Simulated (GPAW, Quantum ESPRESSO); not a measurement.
# BN (P6_3/mmc): the B K absorption edge, part 3 of 6

Do two independent programs agree on the B K edge of BN (P6_3/mmc)? The same cell and functional are run with XSpectra and with GPAW.

Quantum ESPRESSO 7.5 and GPAW 26.7.0; core-hole supercells, plane-wave PAW PBE.

So far. Step 2 (The field without a hole (Quantum ESPRESSO)): The mesh shows a gap of 4.30 eV, so the hole is first treated in a charged cell, without the excited electron. Step 3 (Spectrum without a core hole, B atom 3 (Quantum …): Main maxima below 24 eV (height): 1.2 eV (1.14), 7.5 eV (1.66), 11.1 eV (1.52), 12.5 eV (1.22), 13.5 eV (1.43), 16.4 eV (1.58) and 23.4 eV (2.54).

The database entry behind the starting cell differs from later determinations by our own check (about 0.3 % short, minor phase), so it need not match the best structure at ambient conditions.

### Step 8. Spectrum with FCH, B atom 3 (Quantum ESPRESSO)

Level of this step: X-ray absorption near-edge structure, plane-wave PAW PBE, one-electron final states by a Lanczos continued fraction (Quantum ESPRESSO).

The Lanczos recursion gives the spectrum without computing empty bands; each polarisation needs a run of its own on the full k mesh. xe0 is set between filled and empty states, and states below it are cut. The file of filecore holds the core orbital, taken from the hole-free data set.

Contents of xspectra.in:

```
&input_xspectra
   calculation='xanes_dipole', edge='K'
   prefix='x', outdir='tmp', xiabs=2, xe0=6.2103
   xonly_plot=.false., x_save_file='xanes.sav'
   xniter=3000, xcheck_conv=20, xerror=0.005
   xcoordcrys=.false., xepsilon(1)=1, xepsilon(2)=0, xepsilon(3)=0
/
&plot
   xnepoint=413, xemin=-10, xemax=45, terminator=.true., cut_occ_states=.true.
   xgamma=0.4
/
&pseudos
   filecore='../B.wfc'
/
&cut_occ
   cut_desmooth=0.1, cut_stepl=0.05, cut_stepu=0.05, cut_ierror=1e-5
/
4 4 4 0 0 0
```

xspectra_1.in, as its differences from xspectra.in of step 8:

```diff
@@ -5,3 +5,3 @@
    xniter=3000, xcheck_conv=20, xerror=0.005
-   xcoordcrys=.false., xepsilon(1)=1, xepsilon(2)=0, xepsilon(3)=0
+   xcoordcrys=.false., xepsilon(1)=0, xepsilon(2)=0, xepsilon(3)=1
 /
```

Started as:

```bash
$ OMP_NUM_THREADS=1 mpirun --oversubscribe --bind-to none -np 4 xspectra.x -nk 4 -in xspectra.in > xspectra.out
```

Log:

```text
     [... banner and references ...]
Reading input_file

     calculation: xanes_dipole

     xepsilon  [cartesian coordinates]:   1.000000   0.000000   0.000000

     xonly_plot: FALSE
        => complete calculation: Lanczos + spectrum plot

     filecore (core-wavefunction file): ../B.wfc

     main plot parameters:
        cut_occ_states: TRUE
        gamma_mode:  constant
        -> using xgamma [eV]:  0.40
        xemin [eV]: -10.00
        xemax [eV]:  45.00
        xnepoint:  413
        xe0 [eV]:   6.210300 (energy zero read in input file)

     WARNING: variable ef_r is obsolete

                      Reading SCF save directory: x.save

     tmp/x.save/

     Exchange-correlation= PBE
                           (   1   4   3   4   0   0   0)

     G-vector sticks info

     negative rho (up, down):  7.279E-03 0.000E+00

                           Getting the Fermi energy

     From SCF save directory:
        ehomo [eV]:    5.4033 (highest occupied level)
        elumo [eV]:    7.0173 (lowest occupied level)
        ef    [eV]:    5.4033

     -> ef (in eV) will be written in x_save_file

                           Energy zero of the spectrum

     -> ef will NOT be used as energy zero of the spectrum
       (because xe0 read in input file)

     G-vector sticks info

     bravais-lattice index     =            0
     lattice parameter (alat)  =      12.4906  a.u.
     unit-cell volume          =    1694.2611 (a.u.)^3
     number of atoms/cell      =           28
     number of atomic types    =            3
     number of electrons       =       112.00
     number of Kohn-Sham states=           60
     kinetic-energy cutoff     =      56.0000  Ry
     charge density cutoff     =     360.0000  Ry
     Exchange-correlation= PBE
                           (   1   4   3   4   0   0   0)

     celldm(1)=  12.490564  celldm(2)=   0.000000  celldm(3)=   0.000000
     celldm(4)=   0.000000  celldm(5)=   0.000000  celldm(6)=   0.000000

     crystal axes: (cart. coord. in units of alat)
               a(1) = (   0.944911   0.327327   0.000000 )
               a(2) = (  -0.755929   0.654654   0.000000 )
               a(3) = (   0.000000   0.000000   1.003930 )

     reciprocal axes: (cart. coord. in units 2 pi/alat)
               b(1) = (  0.755929  0.872872 -0.000000 )
               b(2) = ( -0.377964  1.091089  0.000000 )
               b(3) = (  0.000000 -0.000000  0.996085 )

     ../pp/N.pbe-n-kjpaw.UPF
     Pseudo is Projector augmented-wave + core cor, Zval =  5.0
     Shape of augmentation charge: PSQ
     Using radial grid of 1085 points,  4 beta functions with:
                l(1) =   0
                l(2) =   0
                l(3) =   1
                l(4) =   1
     Q(r) pseudized with 0 coefficients

     ../pp/B.pbe-n-kjpaw-1sch.UPF
     Pseudo is Projector augmented-wave + core cor, Zval =  4.0
     Shape of augmentation charge: PSQ
     Using radial grid of 1059 points,  4 beta functions with:
                l(1) =   0
[...]
Q(r) pseudized with 0 coefficients

     ../pp/B.pbe-n-kjpaw.UPF
     Pseudo is Projector augmented-wave + core cor, Zval =  3.0
     Shape of augmentation charge: PSQ
     Using radial grid of 1059 points,  4 beta functions with:
[...]
l(2) =   0
                l(3) =   1
                l(4) =   1
     Q(r) pseudized with 0 coefficients

     atomic species   valence    mass     pseudopotential
     N                 5.00     1.00000     N ( 1.00)
     B0                4.00     1.00000     B ( 1.00)
     B                 3.00     1.00000     B ( 1.00)

      2 Sym. Ops. (no inversion) found

   Cartesian axes

     site n.     atom                  positions (alat units)
         1        N      tau(   1) = (   0.1889822   0.1091089   0.2509826  )
         2        N      tau(   2) = (  -0.0000000   0.4364358   0.2509826  )
         3        N      tau(   3) = (  -0.1889822   0.7637626   0.2509826  )
[...]
k(    3) = (   0.0000000   0.0000000   0.4980425), wk =   0.0312500
        k(    4) = (   0.0000000   0.0000000   0.7470638), wk =   0.0312500
        k(    5) = (  -0.0944911   0.2727724   0.0000000), wk =   0.0312500
[...]
k(   62) = (   0.2834734   1.4729708   0.2490213), wk =   0.0312500
        k(   63) = (   0.2834734   1.4729708   0.4980425), wk =   0.0312500
        k(   64) = (   0.2834734   1.4729708   0.7470638), wk =   0.0312500

     Dense  grid:   195519 G-vectors     FFT dimensions: (  75,  75,  80)

     Smooth grid:    95993 G-vectors     FFT dimensions: (  60,  60,  60)

     The potential is recalculated from file :
     tmp/x.save/charge-density

     negative rho (up, down):  7.279E-03 0.000E+00
     Starting wfcs are  112 atomic wfcs
     Checking if some PAW data can be deallocated...

               Reading core wavefunction file for the absorbing atom

     ../B.wfc successfully read

                              Attributing the PAW radii
                     for the absorbing atom [units: Bohr radius]

        PAW proj 1: r_paw(l= 0)= 1.80  (1.5*r_cut)
        PAW proj 2: r_paw(l= 0)= 1.80  (1.5*r_cut)
        PAW proj 3: r_paw(l= 1)= 2.10  (1.5*r_cut)
        PAW proj 4: r_paw(l= 1)= 2.10  (1.5*r_cut)

        NB: The calculation will not necessary use all these r_paw values.
            - For a edge in the electric-dipole approximation,
              only the r_paw(l=1) values are used.
            - For a K edge in the electric-quadrupole approximation,
              only the r_paw(l=2) values are used.

            - For a L2 or L3 edge in the electric-quadrupole approximation,

              all projectors (s, p and d) are used.

                          Starting XANES calculation
                     in the electric dipole approximation

     Method of calculation based on the Lanczos recursion algorithm
        - STEP 1: Construction of a kpoint-dependent Lanczos basis,
          in which the Hamiltonian is tridiagonal (each 'iter'
          corresponds to the calculation of one more Lanczos vector)
        - STEP 2: Calculation of the cross-section as a continued fraction
          averaged over the k-points.

     ... Begin STEP 1 ...

        Radial transition matrix element(s) used in the calculation of the
        initial vector of the Lanczos basis (|tilde{phi}_abs> normalized)
        | For PAW proj. (l=1) #1: radial matrix element =   0.293845546
        | For PAW proj. (l=1) #2: radial matrix element =   0.367512525

NB: the    16 k-point are not all listed below because npool=  4
        |-------------------------------------------------------------
        ! k-point #     1:  ( 0.0000,  0.0000,  0.0000),  0.0312,   1
        |-------------------------------------------------------------
 okvan= T
        |   Norm of the initial Lanczos vector: 0.20705214E+00
        |   Estimated error at iter     20:   1.00324901
        |   Estimated error at iter     40:   0.59361739
        |   Estimated error at iter     60:   0.37304239
        |   Estimated error at iter     80:   0.20901386
        |   Estimated error at iter    100:   0.25270008
[...]
!   => CONVERGED at iter    260 with error=  0.00358038
        |-------------------------------------------------------------
        ! k-point #     2:  ( 0.0000,  0.0000,  0.2490),  0.0312,   1
        |-------------------------------------------------------------
 okvan= T
        |   Norm of the initial Lanczos vector: 0.20704797E+00
[...]
!   => CONVERGED at iter    360 with error=  0.00385568
        |-------------------------------------------------------------
     [... 13 further k-points ...]
        ! k-point #    16:  (-0.2835,  0.8183,  0.7471),  0.0312,   1
        |-------------------------------------------------------------
 okvan= T
        |   Norm of the initial Lanczos vector: 0.20704918E+00
[...]
|   Estimated error at iter    480:   0.00649204
        |   Estimated error at iter    500:   0.00620818
        |   Estimated error at iter    520:   0.00564780
        !   => CONVERGED at iter    540 with error=  0.00371539

     Results of STEP 1 successfully written in x_save_file
     x_save_file name:
     ->  xanes.sav
     x_save_file version:  2

     ... End STEP 1 ...

     ... Begin STEP 2 ...

     The spectrum is calculated using the following parameters:
        xe0 [eV]:    6.2103
        the occupied states are elimintate from the spectrum
        xemin [eV]: -10.00
        xemax [eV]:  45.00
        xnepoint:  413
        constant broadening parameter [eV]:    0.400
        Core level energy [eV]:  -188.0
         (from electron binding energy of neutral atoms in X-ray data booklet)

     Cross-section successfully written in xanes.dat

     ... End STEP 2 ...

                                END JOB XSpectra
```

Wall time 4.4 min (4 MPI ranks of Arm Neoverse V1, shared host); peak memory 0.24 GiB.

The B K spectrum, B atom 3, full core hole (charged cell) (energy from the lowest empty level; intensity scaled to a mean of 1 over the first 20 eV; the points at xe0, where the cut of filled states can leave a spike, are interpolated; polarised curves are means over the symmetry-equivalent atoms):

```tsv
E (eV)	isotropic	ε ⊥ c	ε ∥ c
-2.0	0.13	0.02	0.33
-0.5	0.90	0.03	2.62
1.0	0.95	0.05	2.76
2.5	0.24	0.09	0.55
4.0	0.36	0.20	0.67
5.5	0.78	0.90	0.55
7.0	3.72	5.37	0.42
8.5	1.27	1.52	0.76
10.0	0.97	1.07	0.77
11.5	0.94	1.06	0.69
13.0	1.03	1.23	0.64
14.5	0.89	1.06	0.54
16.0	0.82	0.99	0.47
17.5	0.75	0.96	0.35
19.0	0.45	0.44	0.45
20.5	0.50	0.53	0.45
22.0	0.95	1.26	0.33
23.5	1.22	1.59	0.48
25.0	0.54	0.53	0.58
26.5	0.44	0.43	0.47
28.0	0.34	0.21	0.61
29.5	0.33	0.13	0.73
31.0	0.45	0.14	1.06
```

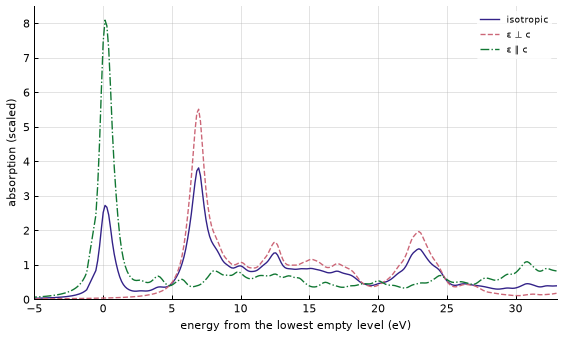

The B K edge, B atom 3, full core hole (charged cell): main maxima at 0.1, 6.9 and 23.0 eV.

Main maxima below 24 eV (height): 0.1 eV (2.72), 6.9 eV (3.81), 12.6 eV (1.35) and 23.0 eV (1.47). A K edge sees empty p states; at this planar three-fold site the curve for the electric vector normal to the plane peaks at 0.1 eV, where it is mainly π* that absorbs: that direction carries over 70 % of the weight there.

The hole costs E(hole) − E(ground) = 188.32 eV, and the lowest empty level of the hole cell lies at 7.02 eV, which puts the zero at 195.34 eV. One term is added: -5.59 eV, since the hole is spin-paired here and a spin-polarised one costs that much less in the free atom (computed apart). The photon energy is then 189.75 eV. The functional and the charged cell's background leave an error of a few eV in such absolute values.

### Step 9. Another broadening

The final state's lifetime shortens with energy, so measured features broaden above the edge; the saved Lanczos coefficients are redrawn with a width that grows.

Contents of xspectra_plot.in:

```
&input_xspectra
   calculation='xanes_dipole', edge='K'
   prefix='x', outdir='tmp', xiabs=2, xe0=6.2103
   xonly_plot=.true., x_save_file='xanes.sav'
   xniter=3000, xcheck_conv=20, xerror=0.005
   xcoordcrys=.false., xepsilon(1)=1, xepsilon(2)=0, xepsilon(3)=0
/
&plot
   xnepoint=413, xemin=-10, xemax=45, terminator=.true., cut_occ_states=.true.
   gamma_mode='variable', gamma_energy(1)=4, gamma_energy(2)=25, gamma_value(1)=0.3, gamma_value(2)=2.5
/
&pseudos
   filecore='../B.wfc'
/
&cut_occ
   cut_desmooth=0.1, cut_stepl=0.05, cut_stepu=0.05, cut_ierror=1e-5
/
4 4 4 0 0 0
```

Started as:

```bash
$ OMP_NUM_THREADS=1 xspectra.x -in xspectra_plot.in > xspectra_plot.out
```

Log:

```text
     [... banner and references ...]
Reading input_file
     -------------------------------------------------------------------------

     calculation: xanes_dipole

     xonly_plot: TRUE
        => only the spectrum plot

     main plot parameters:
        cut_occ_states: TRUE
        gamma_mode:  variable
        -> first, constant up to point ( 4.00, 0.30) [eV]
        -> then, linear up to point (25.00, 2.50) [eV]
        -> finally, constant up to xemax
        xemin [eV]: -10.00
        xemax [eV]:  45.00
        xnepoint:  413
[...]
xemin [eV]: -10.00
        xemax [eV]:  45.00
        xnepoint:  413
        energy-dependent broadening parameter:
         -> first, constant up to point ( 4.00, 0.30) [eV]
         -> then, linear up to point (25.00, 2.50) [eV]
         -> finally, constant up to xemax
        Core level energy [eV]:  -188.0
         (from electron binding energy of neutral atoms in X-ray data booklet)

     Cross-section successfully written in xanes.dat

     -------------------------------------------------------------------------
                                END JOB XSpectra
     -------------------------------------------------------------------------
[key lines of the parts left out:]
Fermi level [eV]:   5.4033
```

The job ended after 2.5 s (1 MPI rank; peak memory 0.04 GiB).

With a Lorentzian half width 0.3 eV up to 4 eV, rising linearly to 2.5 eV at 25 eV (counted from xe0, 0.8 eV below the zero used here), the maxima are 0.1 eV (3.31), 6.9 eV (2.78), 12.3 eV (1.03) and 22.7 eV (0.80).

### Step 10. Supercell with XCH, B atom 3 (Quantum ESPRESSO)

The holes are 6.6 Å apart. The excited electron is kept in the cell, where it fills the lowest empty states and screens the hole.

Changed against the first core-hole run: core hole to XCH.

Contents of scf.in:

```
&control
   calculation='scf', prefix='x', pseudo_dir='../pp', outdir='tmp', tprnfor=.true.
/
&system
   ibrav=0, nat=28, ntyp=3, nbnd=70
   ecutwfc=56, ecutrho=360
   occupations='smearing', smearing='gaussian', degauss=0.003
/
&electrons
   conv_thr=2.8e-07, electron_maxstep=120
   mixing_beta=0.5
/
ATOMIC_SPECIES
N 1.0 N.pbe-n-kjpaw.UPF
B0 1.0 B.pbe-n-kjpaw-1sch.UPF
B 1.0 B.pbe-n-kjpaw.UPF
CELL_PARAMETERS angstrom
  6.24560000 2.16353930 0.00000000
  -4.99648000 4.32707861 0.00000000
  0.00000000 0.00000000 6.63570000
ATOMIC_POSITIONS crystal
N    0.23809524 0.04761905 0.25000000
N    0.38095238 0.47619048 0.25000000
N    0.52380952 0.90476190 0.25000000
N    0.66666667 0.33333333 0.25000000
N    0.80952381 0.76190476 0.25000000
N    0.95238095 0.19047619 0.25000000
N    0.09523810 0.61904762 0.25000000
N    0.19047619 0.23809524 0.75000000
N    0.33333333 0.66666667 0.75000000
N    0.47619048 0.09523810 0.75000000
N    0.61904762 0.52380952 0.75000000
N    0.76190476 0.95238095 0.75000000
N    0.90476190 0.38095238 0.75000000
N    0.04761905 0.80952381 0.75000000
B0   0.23809524 0.04761905 0.75000000
B    0.38095238 0.47619048 0.75000000
B    0.52380952 0.90476190 0.75000000
B    0.66666667 0.33333333 0.75000000
B    0.80952381 0.76190476 0.75000000
B    0.95238095 0.19047619 0.75000000
B    0.09523810 0.61904762 0.75000000
B    0.19047619 0.23809524 0.25000000
B    0.33333333 0.66666667 0.25000000
B    0.47619048 0.09523810 0.25000000
B    0.61904762 0.52380952 0.25000000
B    0.76190476 0.95238095 0.25000000
B    0.90476190 0.38095238 0.25000000
B    0.04761905 0.80952381 0.25000000
K_POINTS automatic
3 3 3 0 0 0
```

Started as:

```bash
$ OMP_NUM_THREADS=1 mpirun --oversubscribe --bind-to none -np 4 pw.x -nk 4 -in scf.in > scf.out
```

Log:

```text
     [... banner and references ...]
[banner, memory and clock lines left out]
using ibrav=0 with symmetry is DISCOURAGED, use correct ibrav instead

     G-vector sticks info

     bravais-lattice index     =            0
     lattice parameter (alat)  =      12.4906  a.u.
     unit-cell volume          =    1694.2611 (a.u.)^3
     number of atoms/cell      =           28
     number of atomic types    =            3
     number of electrons       =       113.00
     number of Kohn-Sham states=           70
     kinetic-energy cutoff     =      56.0000  Ry
     charge density cutoff     =     360.0000  Ry
     scf convergence threshold =      2.8E-07
     mixing beta               =       0.5000
     number of iterations used =            8  plain     mixing
     Exchange-correlation= SLA  PW   PBX  PBC
                           (   1   4   3   4   0   0   0)

     celldm(1)=  12.490564  celldm(2)=   0.000000  celldm(3)=   0.000000
     celldm(4)=   0.000000  celldm(5)=   0.000000  celldm(6)=   0.000000

     crystal axes: (cart. coord. in units of alat)
               a(1) = (   0.944911   0.327327   0.000000 )
               a(2) = (  -0.755929   0.654654   0.000000 )
               a(3) = (   0.000000   0.000000   1.003930 )

     reciprocal axes: (cart. coord. in units 2 pi/alat)
               b(1) = (  0.755929  0.872872 -0.000000 )
               b(2) = ( -0.377964  1.091089  0.000000 )
               b(3) = (  0.000000 -0.000000  0.996085 )

     ../pp/N.pbe-n-kjpaw.UPF
     Pseudo is Projector augmented-wave + core cor, Zval =  5.0
     Shape of augmentation charge: PSQ
     Using radial grid of 1085 points,  4 beta functions with:
[...]
negative rho (up, down):  8.734E-03 0.000E+00

     End of self-consistent calculation

          k = 0.0000 0.0000 0.0000 ( 12011 PWs)   bands (ev):

   -13.5287 -12.7661 -11.2628 -11.2412 -11.2411 -10.6194 -10.6115 -10.6115
   -10.3589 -10.3589 -10.3350 -10.3324 -10.3323 -10.3307  -3.8742  -3.2133
    -3.2132  -2.7573  -2.7572  -2.5958  -2.3499  -2.3488  -2.3487  -2.3465
[...]
3.4365   3.5426   3.5426   3.6148   3.6148   3.6814   3.6913   3.6913
     9.0972  10.0965  11.0603  11.0604  11.1083  11.1136  11.1136  11.6366
    11.7755  11.7755  11.8333  11.8375  11.8375  14.0168

     [... bands of 9 further k-points ...]

     the Fermi energy is     8.2474 ev

!    total energy              =    -559.96474006 Ry
     total all-electron energy =     -2217.205829 Ry
     estimated scf accuracy    <       0.00000008 Ry
     smearing contrib. (-TS)   =      -0.00110195 Ry
     internal energy E=F+TS    =    -559.96363811 Ry

     The total energy is F=E-TS. E is the sum of the following terms:
     one-electron contribution =    -109.96156176 Ry
     hartree contribution      =     116.68818506 Ry
     xc contribution           =    -124.30023459 Ry
     ewald contribution        =    -260.62721452 Ry
     one-center paw contrib.   =    -181.76281230 Ry

     convergence has been achieved in  10 iterations

     negative rho (up, down):  8.734E-03 0.000E+00

     Forces acting on atoms (cartesian axes, Ry/au):

     atom    1 type  1   force =    -0.00000548    0.00008045    0.00000000
     atom    2 type  1   force =     0.00131350    0.00043112    0.00000000
     atom    3 type  1   force =    -0.00037549   -0.00138233    0.00000000
[...]
atom   27 type  3   force =    -0.00030010    0.00025009    0.00000000
     atom   28 type  3   force =     0.00003334    0.00219102    0.00000000

     Total force =     0.116153     Total SCF correction =     0.000732

     XML data file, charge density, pseudopotentials, collected wavefunctions
```

Wall time 71 s (4 MPI ranks); peak memory 0.3 GiB.

Energy with the hole: -30166.622 eV, cores included.

### Step 11. Excitation energy, B atom 3 (Quantum ESPRESSO)

With the excited electron kept in the cell the system stays neutral, and the energy difference is an excitation energy by itself. In a small cell that electron takes up a good share of the lowest empty band, or all of one, which shifts the value from the true onset.

The total-energy difference is 195.98 eV. With the free-atom term of -5.59 eV for this edge, the photon energy is 190.39 eV.

(Part 3 of 6 ends here.)

[Banner, clock and machine lines of the logs are left out without a mark of their own.]

[Logs are printed without paths, hosts, clocks, repeated set-up lines and the standing remarks that a program may print on its own settings, such as how far it seeks lower states.]

[Hosts, paths, dates, database ids (printed as entryN), source tags and the programs' standing remarks are cut or masked in the printed files.]

[Lists of maxima count a maximum above −3 eV only where it reaches 4 % of the highest in the window and stands out from its surroundings by 2 % of it (1.5 % where it reaches 55 %); shoulders and weaker maxima are passed over, and of the rest the first, up to two pre-edge ones and the few strongest are named.]
